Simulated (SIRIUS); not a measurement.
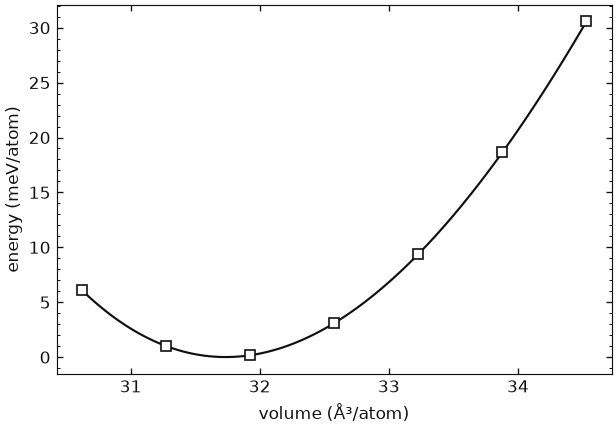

Plotted: energy against volume for BaS, space group Fm-3m (No. 225).

Structure:
```
Ba S
1.0
     0.00000    3.19375    3.19375
     3.19375    0.00000    3.19375
     3.19375    3.19375    0.00000
Ba S
1 1
Direct
  0.00000 0.00000 0.00000
  0.50000 0.50000 0.50000
```

Computed with SIRIUS 7.12.0: all-electron LAPW DFT, no spin polarisation; energies at scaled volumes of the given cell, shape and fractions fixed, counted from the fit's minimum, third-order Birch-Murnaghan fit. Level: PBEsol.

- k mesh: 7×7×7
- occupations: Fermi–Dirac
- smearing width: 0.05 eV
- potentials: all electron FP LAPW
- program settings: basis apw+lo standard, gk cutoff 3.54 1/bohr, pw cutoff 20 1/bohr

Question: Give the fitted equation-of-state parameters.

Answer: A third-order Birch–Murnaghan fit gives V0 = 31.74 Å³/atom, B0 = 46.7 GPa and B′ = 4.7.
